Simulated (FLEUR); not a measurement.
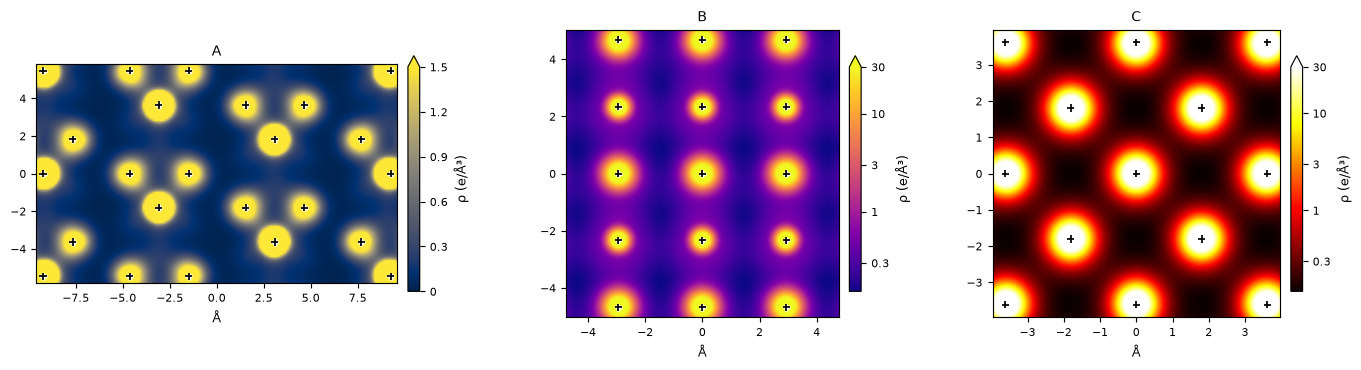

The electron density of 3 systems, each on a plane through atoms (crosses mark nuclei in the plane).

All numbers below come from FLEUR MaX-R8.1 (later development tree), Kohn-Sham DFT of a periodic cell, PBEsol, all-electron.

System 1: WS2, the (110) plane of the conventional cell. Space group R3m; not relaxed (largest force 0.6 eV/Å).

System 2: SiNi, the (010) plane of the conventional cell. Space group Pmmn; a structure from a database of computed crystals, not necessarily the ambient phase; spin-polarised.

System 3: Cu, the (001) plane of the conventional cell. Space group Fm-3m.

```
Cu
1.0
     3.61500    0.00000    0.00000
     0.00000    3.61500    0.00000
     0.00000    0.00000    3.61500
Cu
4
Direct
  0.00000 0.00000 0.00000
  0.50000 0.50000 0.00000
  0.50000 0.00000 0.50000
  0.00000 0.50000 0.50000
```

**Which map belongs to which system?**

Panel A is system 1, WS2: the plane holds W and S. W–S (2.39 Å): the density is about 0.65 e/Å³ at the midpoint. Panel B is system 2, SiNi: the plane holds Ni and Si. Si–Ni (2.34 Å): ρ at the midpoint is about 0.44 e/Å³. Panel C is system 3, Cu: the plane holds Cu. Cu–Cu (2.56 Å): the density is about 0.27 e/Å³ at the midpoint.
